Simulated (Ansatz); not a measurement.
## Cd7Se8 (charge −2): geometry relaxation (part 2 of 3)

Cd7Se8 (defect cell, 15 atoms in the cell, total charge −2); DFT PBE, scalar-relativistic, plane waves, PAW, no spin polarisation (Ansatz 0.2.0); cutoff 420 eV, 4×4×4 k-mesh, Gaussian smearing of 0.05 eV. The structure derives from an entry of the Crystallography Open Database. It belongs to a series of runs on one base structure; here: Cd vacancy after atom 4 has jumped, atoms relaxed.

Geometry of the input (Å; fractional positions):
```
2.1919  -3.7965  7.1529
2.1919  -3.7965  -7.1529
4.3838  7.5930  0.0000
Cd 0.6665  0.6669  0.3333
Cd 0.1665  0.1669  0.8333
Cd 0.6665  0.6669  0.8333
Cd 0.1665  0.1669  0.3333
Cd 0.0831  0.5835  0.1667
Cd 0.5831  0.0835  0.6667
Cd 0.0831  0.5835  0.6667
Se 0.8544  0.4790  0.3333
Se 0.3544  0.9790  0.3333
Se 0.8544  0.4790  0.8333
Se 0.3544  0.9790  0.8333
Se 0.7710  0.8956  0.1667
Se 0.2710  0.3956  0.1667
Se 0.7710  0.8956  0.6667
Se 0.2710  0.3956  0.6667
```

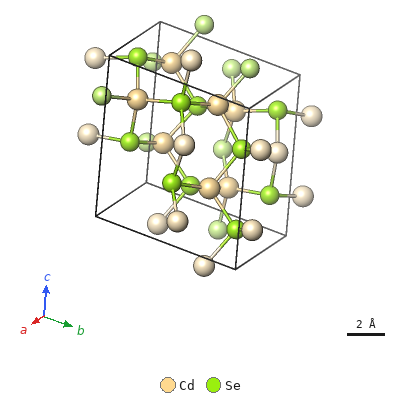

*The geometry at step 3 of the log (ball-and-stick view of the cell of the calculation, seen slightly off an axis; neighbours outside the cell are drawn fainter).*

**Output, continued**
```
  k-point 0: bands = ["-95.8858", "-95.8763", "-95.7874", "-95.7874", "-95.7613", "-95.7613", "-95.7400", "-56.9574", "-56.9541", "-56.9531", "-56.9400", "-56.9387", "-56.9287", "-56.8733", "-56.8733", "-56.8462", "-56.8461", "-56.8432", "-56.8432", "-56.8354", "-56.8354", "-56.8245", "-56.8215", "-56.8214", "-56.8117", "-56.8117", "-56.7995", "-56.7887", "-40.7451", "-40.7450", "-40.7434", "-40.7434", "-40.7385", "-40.7385", "-40.7355", "-40.7355", "-40.7332", "-40.7332", "-40.7034", "-40.7016",
      "-40.6978", "-40.6962", "-40.6961", "-40.6509", "-40.6476", "-40.6459", "-40.6404", "-40.6390", "-40.4372", "-40.4371", "-40.4071", "-40.4067", "-40.3953", "-40.3953", "-40.3952", "-40.3952", "-40.3841", "-40.3800", "-40.3631", "-40.3540", "-40.3497", "-40.3464", "-40.3463", "-40.3445", "-40.3445", "-40.3331", "-40.3281", "-40.3281", "-6.3071", "-6.0408", "-6.0273", "-5.9824", "-5.8404", "-5.7572", "-5.7096", "-5.6967", "-1.9979", "-1.9883", "-1.9774", "-1.9261",
      "-1.9145", "-1.9124", "-1.9045", "-1.8959", "-1.8819", "-1.8776", "-1.8685", "-1.8495", "-1.8233", "-1.8124", "-1.7946", "-1.7722", "-1.7594", "-1.7551", "-1.7490", "-1.7262", "-1.7056", "-1.6928", "-1.6823", "-1.6752", "-1.6574", "-1.6525", "-1.6469", "-1.6295", "-1.5231", "-1.5170", "-1.5071", "-1.4591", "-1.4528", "-1.4358", "-1.3712", "1.8542", "1.9089", "1.9382", "2.0163", "2.0203", "2.3574", "3.3061", "3.6761", "4.2863",
      "4.6047", "4.6097", "4.6258", "4.6469", "4.7582", "4.7693", "4.8724", "4.9266", "5.1240", "5.2502", "5.3749", "5.4009", "5.9064", "5.9699", "5.9797", "6.6796", "8.0488", "8.5602", "8.7168", "8.8564", "8.9556", "9.0770", "9.7694", "10.4225", "10.4655", "10.7202", "10.7849", "11.3165", "11.7750", "11.8221", "12.1526", "12.2980", "12.3564", "12.8356", "12.8824", "13.2670", "13.2835", "13.3792", "13.4026", "13.4469",
      "13.5354", "13.5538"]
  k-point 1: bands = ["-95.8858", "-95.8763", "-95.7874", "-95.7874", "-95.7613", "-95.7613", "-95.7400", "-56.9574", "-56.9541", "-56.9531", "-56.9400", "-56.9387", "-56.9287", "-56.8733", "-56.8733", "-56.8462", "-56.8461", "-56.8432", "-56.8432", "-56.8354", "-56.8354", "-56.8245", "-56.8215", "-56.8214", "-56.8117", "-56.8117", "-56.7995", "-56.7887", "-40.7451", "-40.7450", "-40.7434", "-40.7434", "-40.7385", "-40.7385", "-40.7355", "-40.7355", "-40.7332", "-40.7332", "-40.7034", "-40.7016",
      "-40.6978", "-40.6962", "-40.6961", "-40.6509", "-40.6476", "-40.6459", "-40.6404", "-40.6390", "-40.4372", "-40.4371", "-40.4071", "-40.4067", "-40.3953", "-40.3953", "-40.3952", "-40.3952", "-40.3841", "-40.3800", "-40.3631", "-40.3540", "-40.3497", "-40.3464", "-40.3463", "-40.3445", "-40.3445", "-40.3331", "-40.3281", "-40.3281", "-6.2742", "-6.0419", "-6.0412", "-5.9938", "-5.8350", "-5.7679", "-5.7106", "-5.7015", "-1.9906", "-1.9844", "-1.9536", "-1.9247",
      "-1.9148", "-1.9131", "-1.8972", "-1.8868", "-1.8822", "-1.8698", "-1.8632", "-1.8460", "-1.8250", "-1.8093", "-1.7963", "-1.7809", "-1.7739", "-1.7541", "-1.7506", "-1.7302", "-1.7070", "-1.7069", "-1.6937", "-1.6772", "-1.6643", "-1.6623", "-1.6547", "-1.6342", "-1.6210", "-1.5095", "-1.4876", "-1.4641", "-1.4540", "-1.4208", "-1.3591", "1.9419", "2.0036", "2.0264", "2.1183", "2.1307", "2.6277", "3.3437", "3.6333", "4.2680",
      "4.2804", "4.3032", "4.4693", "4.5105", "4.6742", "4.8084", "4.8399", "4.8725", "4.9702", "5.1761", "5.2108", "5.3854", "5.4019", "5.8623", "5.9143", "7.4917", "8.6061", "8.8161", "8.9317", "9.0461", "9.2232", "9.2388", "10.0310", "10.6316", "10.6675", "10.9177", "10.9522", "11.2370", "11.4822", "11.9487", "12.1644", "12.3077", "12.3724", "12.4761", "12.5487", "12.6497", "12.9172", "12.9692", "13.3437", "13.4536",
      "13.5955", "13.7437"]
  k-point 2: bands = ["-95.8858", "-95.8763", "-95.7874", "-95.7874", "-95.7613", "-95.7613", "-95.7400", "-56.9574", "-56.9541", "-56.9531", "-56.9400", "-56.9387", "-56.9287", "-56.8733", "-56.8733", "-56.8462", "-56.8461", "-56.8432", "-56.8432", "-56.8354", "-56.8354", "-56.8245", "-56.8215", "-56.8214", "-56.8117", "-56.8117", "-56.7995", "-56.7887", "-40.7451", "-40.7450", "-40.7434", "-40.7434", "-40.7385", "-40.7385", "-40.7355", "-40.7355", "-40.7332", "-40.7332", "-40.7034", "-40.7016",
      "-40.6978", "-40.6962", "-40.6961", "-40.6509", "-40.6476", "-40.6459", "-40.6404", "-40.6390", "-40.4372", "-40.4371", "-40.4071", "-40.4067", "-40.3953", "-40.3953", "-40.3952", "-40.3952", "-40.3841", "-40.3800", "-40.3631", "-40.3540", "-40.3497", "-40.3464", "-40.3463", "-40.3445", "-40.3445", "-40.3332", "-40.3281", "-40.3281", "-6.2271", "-6.0823", "-6.0416", "-5.9942", "-5.8278", "-5.7778", "-5.7115", "-5.7084", "-1.9830", "-1.9799", "-1.9252", "-1.9237",
      "-1.9111", "-1.9056", "-1.8913", "-1.8849", "-1.8768", "-1.8598", "-1.8494", "-1.8289", "-1.8250", "-1.8038", "-1.8025", "-1.7947", "-1.7918", "-1.7804", "-1.7594", "-1.7362", "-1.7343", "-1.7111", "-1.7059", "-1.6895", "-1.6791", "-1.6756", "-1.6611", "-1.6531", "-1.6368", "-1.5024", "-1.4743", "-1.4552", "-1.4476", "-1.4180", "-1.3727", "2.0629", "2.1157", "2.1235", "2.2157", "2.2399", "3.0323", "3.5236", "3.7009", "3.8405",
      "3.9872", "4.0003", "4.1248", "4.3115", "4.6076", "4.6243", "4.7699", "4.8820", "4.9903", "5.0492", "5.1635", "5.3860", "5.4660", "5.7495", "5.8186", "8.2765", "8.4862", "9.1093", "9.3165", "9.3671", "9.4138", "9.5198", "10.5154", "10.7675", "10.9903", "11.0302", "11.1524", "11.1599", "11.4585", "11.8488", "12.0555", "12.0633", "12.1585", "12.3440", "12.3820", "12.6969", "12.7623", "12.8832", "13.0614", "13.2177",
      "13.4208", "13.5094"]
  k-point 23: bands = ["-95.8858", "-95.8763", "-95.7874", "-95.7874", "-95.7613", "-95.7613", "-95.7400", "-56.9574", "-56.9541", "-56.9531", "-56.9400", "-56.9387", "-56.9287", "-56.8733", "-56.8733", "-56.8462", "-56.8461", "-56.8432", "-56.8432", "-56.8354", "-56.8354", "-56.8245", "-56.8215", "-56.8214", "-56.8117", "-56.8117", "-56.7995", "-56.7887", "-40.7451", "-40.7450", "-40.7434", "-40.7434", "-40.7385", "-40.7385", "-40.7355", "-40.7355", "-40.7332", "-40.7332", "-40.7034", "-40.7016",
      "-40.6978", "-40.6962", "-40.6961", "-40.6509", "-40.6476", "-40.6459", "-40.6404", "-40.6390", "-40.4372", "-40.4371", "-40.4071", "-40.4067", "-40.3953", "-40.3953", "-40.3952", "-40.3952", "-40.3841", "-40.3800", "-40.3631", "-40.3540", "-40.3497", "-40.3464", "-40.3463", "-40.3445", "-40.3445", "-40.3331", "-40.3281", "-40.3281", "-6.1510", "-6.0806", "-6.0564", "-6.0079", "-5.8344", "-5.8047", "-5.7357", "-5.7093", "-1.9729", "-1.9439", "-1.9417", "-1.9375",
      "-1.9192", "-1.9110", "-1.8967", "-1.8824", "-1.8592", "-1.8535", "-1.8494", "-1.8238", "-1.8161", "-1.8059", "-1.7906", "-1.7798", "-1.7700", "-1.7624", "-1.7490", "-1.7330", "-1.7260", "-1.7108", "-1.7055", "-1.6810", "-1.6684", "-1.6597", "-1.6508", "-1.6476", "-1.6345", "-1.6161", "-1.5835", "-1.5508", "-1.5004", "-1.3725", "-1.3545", "2.2128", "2.2559", "2.6113", "2.6694", "2.7163", "2.8500", "2.8812", "3.5305", "3.5855",
      "3.7954", "3.8740", "4.4205", "4.6084", "4.6785", "4.6810", "4.6877", "4.7566", "4.8636", "4.9480", "4.9931", "5.1042", "5.1446", "5.2815", "5.5942", "8.9492", "9.0335", "9.1918", "9.3908", "9.6302", "9.8208", "10.2594", "10.2886", "10.4486", "10.5589", "10.6281", "10.7754", "11.1533", "11.4643", "11.7776", "12.0974", "12.2801", "12.3179", "12.3740", "12.4870", "12.7179", "12.7261", "12.8494", "12.8691", "12.9994",
      "13.2329", "13.2552"]
--- Relaxed structure (5 steps of the walk, 5 accepted, 0 SCFs on fresh bases) ---
  F+E_penalty+E_count = -101529.04382277 eV   max|allowed force component| = 6.285e-3 eV/Å
  atoms:
    - { symbol: Cd, position: [0.6818978355595772, 0.6662480153498086, 0.32745475416820835] }
    - { symbol: Cd, position: [0.16734410075870262, 0.16402900902629683, 0.8313731097849998] }
    - { symbol: Cd, position: [0.6754023062659413, 0.670700007454293, 0.8461023137202346] }
    - { symbol: Cd, position: [0.16120673881839997, 0.1455569186086314, 0.3274547541682085] }
    - { symbol: Cd, position: [0.08708120401824632, 0.5988922730752184, 0.18597347709346482] }
    - { symbol: Cd, position: [0.5562390794454655, 0.07449077582995284, 0.6579252285246936] }
    - { symbol: Cd, position: [0.08343445269474087, 0.6016861490792282, 0.6579252285246938] }
    - { symbol: Se, position: [0.8394214177149654, 0.4539703771026192, 0.3235215082582671] }
    - { symbol: Se, position: [0.369551131155648, 0.9841000905433019, 0.3235215082582672] }
    - { symbol: Se, position: [0.8584787475451328, 0.47555213643499306, 0.8340308839801258] }
    - { symbol: Se, position: [0.36310879391826034, 0.9879575364537535, 0.851066330372014] }
    - { symbol: Se, position: [0.7652697645851503, 0.902762224328939, 0.168031988914089] }
    - { symbol: Se, position: [0.2723483309957549, 0.39761968039100787, 0.16996801138676282] }
    - { symbol: Se, position: [0.7651211401580361, 0.893539278757007, 0.6644921180729855] }
    - { symbol: Se, position: [0.27095283931597847, 0.39937097791494935, 0.6644921180729855] }
```

**Trajectory as extended XYZ (Å, eV, eV/Å), 5 frames, from step=1 to step=5**
```
15
Lattice="2.1919 -3.7965 7.1529 2.1919 -3.7965 -7.1529 4.3838 7.5930 0.0000" Properties=species:S:1:pos:R:3:forces:R:3 step=1 energy=-101528.64798
Cd    4.3838   -2.5310   -0.0027    0.0683  -0.5190   0.4686
Cd    4.3838    5.0620   -0.0027   -0.0689  -0.0398   0.5941
Cd    6.5757    1.2655   -0.0027    0.4363   0.2519  -0.0898
Cd    2.1919    1.2655   -0.0027   -0.4153   0.3187   0.4686
Cd    2.1919   -1.2655   -3.5792    0.4968   0.2868  -0.4544
Cd    4.3838    2.5310    3.5737   -0.4988   0.2290  -0.4115
Cd    4.3838    2.5310   -3.5792   -0.0511  -0.5465  -0.4115
Se    4.3838   -2.5310    2.6851   -0.1545   0.2079   0.0806
Se    4.3838   -2.5310   -4.4679    0.1028  -0.2377   0.0806
Se    6.5757    1.2655    2.6851   -0.0638  -0.0368   0.1359
Se    6.5757    1.2655   -4.4679    0.2191   0.1265  -0.0794
Se    4.3838   -5.0620   -0.8914   -0.1367  -0.0789  -0.1569
Se    2.1919   -1.2655   -0.8914   -0.0347  -0.0201  -0.0804
Se    6.5757   -1.2655   -0.8914    0.0248   0.0728  -0.0722
Se    4.3838    2.5310   -0.8914    0.0755  -0.0149  -0.0722
15
Lattice="2.1919 -3.7965 7.1529 2.1919 -3.7965 -7.1529 4.3838 7.5930 0.0000" Properties=species:S:1:pos:R:3:forces:R:3 step=2 energy=-101528.99836
Cd    4.3901   -2.6601    0.1115   -0.0394   0.1173  -0.0942
Cd    4.3731    5.0558    0.1263    0.0213   0.0123  -0.4174
Cd    6.6737    1.3221   -0.0078   -0.2183  -0.1260   0.2286
Cd    2.0832    1.3355    0.1115    0.0819  -0.0927  -0.0942
Cd    2.3282   -1.1868   -3.7020   -0.0394  -0.0227   0.0855
Cd    4.2605    2.6020    3.4609    0.0640   0.0016  -0.0325
Cd    4.3836    2.3886   -3.6920    0.0334   0.0547  -0.0325
Se    4.2394   -2.4222    2.7469    0.0753  -0.1626   0.0118
Se    4.4058   -2.7104   -4.4060   -0.1032   0.1465   0.0118
Se    6.5716    1.2632    2.7412    0.0624   0.0360  -0.1609
Se    6.7312    1.3553   -4.4334   -0.1129  -0.0652   0.2370
Se    4.3628   -5.0741   -1.0246    0.2509   0.1449   0.0037
Se    2.2042   -1.2584   -0.9119    0.0064   0.0037   0.0402
Se    6.5582   -1.2563   -0.9237   -0.0103  -0.0774   0.1066
Se    4.3830    2.5113   -0.9237   -0.0722   0.0297   0.1066
15
Lattice="2.1919 -3.7965 7.1529 2.1919 -3.7965 -7.1529 4.3838 7.5930 0.0000" Properties=species:S:1:pos:R:3:forces:R:3 step=3 energy=-101529.03996
Cd    4.3862   -2.6307    0.1057   -0.0023  -0.0057   0.0013
Cd    4.3743    5.0565    0.0666   -0.0052  -0.0030  -0.1233
Cd    6.6601    1.3142    0.0063   -0.0315  -0.0182   0.0391
Cd    2.1067    1.3174    0.1057   -0.0061   0.0008   0.0013
Cd    2.3077   -1.1986   -3.6678    0.0260   0.0150  -0.0004
Cd    4.2763    2.5922    3.4617   -0.0104   0.0219  -0.0380
Cd    4.3831    2.4072   -3.6912    0.0137  -0.0200  -0.0380
Se    4.2624   -2.4564    2.7490   -0.0070   0.0031   0.0146
Se    4.3877   -2.6734   -4.4039   -0.0008  -0.0076   0.0146
Se    6.5819    1.2691    2.7194   -0.0151  -0.0087   0.0057
Se    6.6959    1.3349   -4.4536   -0.0168  -0.0097   0.0955
Se    4.3910   -5.0578   -0.9897    0.0346   0.0200  -0.0202
Se    2.2091   -1.2556   -0.9017   -0.0169  -0.0098   0.0130
Se    6.5507   -1.2604   -0.9166    0.0230   0.0040   0.0175
Se    4.3757    2.5068   -0.9166    0.0150   0.0179   0.0175
15
Lattice="2.1919 -3.7965 7.1529 2.1919 -3.7965 -7.1529 4.3838 7.5930 0.0000" Properties=species:S:1:pos:R:3:forces:R:3 step=4 energy=-101529.04364
Cd    4.3885   -2.6313    0.1107    0.0031  -0.0010  -0.0046
Cd    4.3714    5.0548    0.0286   -0.0002  -0.0001   0.0114
Cd    6.6597    1.3140    0.0310    0.0065   0.0037   0.0073
Cd    2.1073    1.3197    0.1107    0.0007   0.0032  -0.0046
Cd    2.3182   -1.1925   -3.6657   -0.0003  -0.0002   0.0098
Cd    4.2679    2.5996    3.4455   -0.0040   0.0040   0.0070
Cd    4.3852    2.3963   -3.7075    0.0014  -0.0055   0.0070
Se    4.2543   -2.4541    2.7554   -0.0030   0.0025   0.0010
Se    4.3856   -2.6815   -4.3975    0.0007  -0.0039   0.0010
Se    6.5792    1.2675    2.7391    0.0042   0.0024  -0.0111
Se    6.6937    1.3336   -4.4599   -0.0009  -0.0005  -0.0232
Se    4.3941   -5.0560   -0.9875   -0.0025  -0.0014   0.0109
Se    2.2104   -1.2548   -0.8984    0.0076   0.0044   0.0008
Se    6.5501   -1.2517   -0.9156   -0.0063  -0.0044  -0.0065
Se    4.3830    2.5019   -0.9156   -0.0070  -0.0032  -0.0065
15
Lattice="2.1919 -3.7965 7.1529 2.1919 -3.7965 -7.1529 4.3838 7.5930 0.0000" Properties=species:S:1:pos:R:3:forces:R:3 step=5 energy=-101529.04382
Cd    4.3905   -2.6319    0.1119   -0.0005   0.0010   0.0023
Cd    4.3709    5.0545    0.0237    0.0011   0.0006  -0.0058
Cd    6.6597    1.3140    0.0336   -0.0012  -0.0007   0.0044
Cd    2.1079    1.3217    0.1119    0.0006  -0.0009   0.0023
Cd    2.3189   -1.1922   -3.6610    0.0013   0.0007   0.0017
Cd    4.2667    2.6010    3.4459   -0.0011  -0.0003  -0.0022
Cd    4.3859    2.3946   -3.7070   -0.0009  -0.0008  -0.0022
Se    4.2532   -2.4538    2.7571    0.0025   0.0002  -0.0034
Se    4.3853   -2.6826   -4.3958    0.0014   0.0021  -0.0034
Se    6.5803    1.2681    2.7391   -0.0019  -0.0011  -0.0007
Se    6.6923    1.3328   -4.4695   -0.0018  -0.0011   0.0063
Se    4.3928   -5.0568   -0.9835    0.0028   0.0016  -0.0015
Se    2.2136   -1.2530   -0.8961   -0.0024  -0.0014  -0.0007
Se    6.5486   -1.2516   -0.9186   -0.0006   0.0012   0.0015
Se    4.3823    2.5006   -0.9186    0.0007  -0.0011   0.0015
```

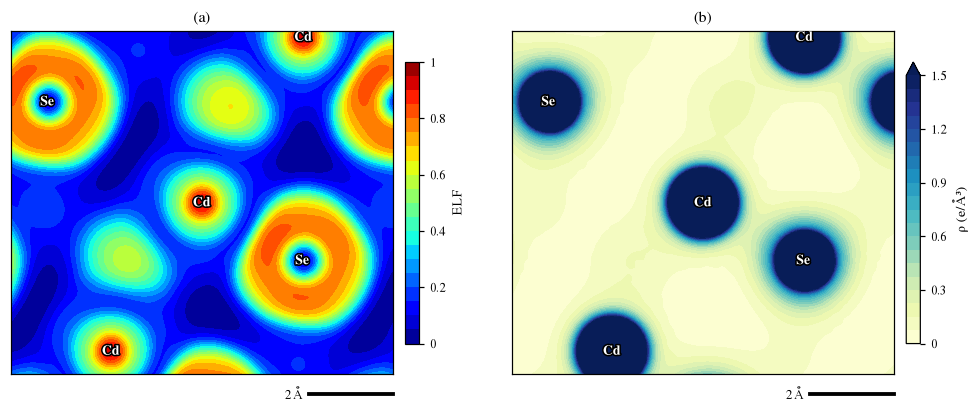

*(a) ELF; (b) valence charge density (pseudo) on the (001) plane of the calculation cell.*

Atoms in the plane: Cd and Se. Cd–Se (2.79 Å): ρ at the midpoint is about 0.3 e/Å³; the ELF peaks at about 0.85 in the valence shell of Se, 0.9 Å from its nucleus, and drops to about 0.15 between the two atoms. Away from the nuclei the density in this plane falls to 0.01 e/Å³ at its lowest. The strong features right at Cd lie inside the PAW spheres (semicore, d or f shells) and say nothing about bonding. In a PAW calculation such maps are meaningful between the atoms, not at the nuclei.
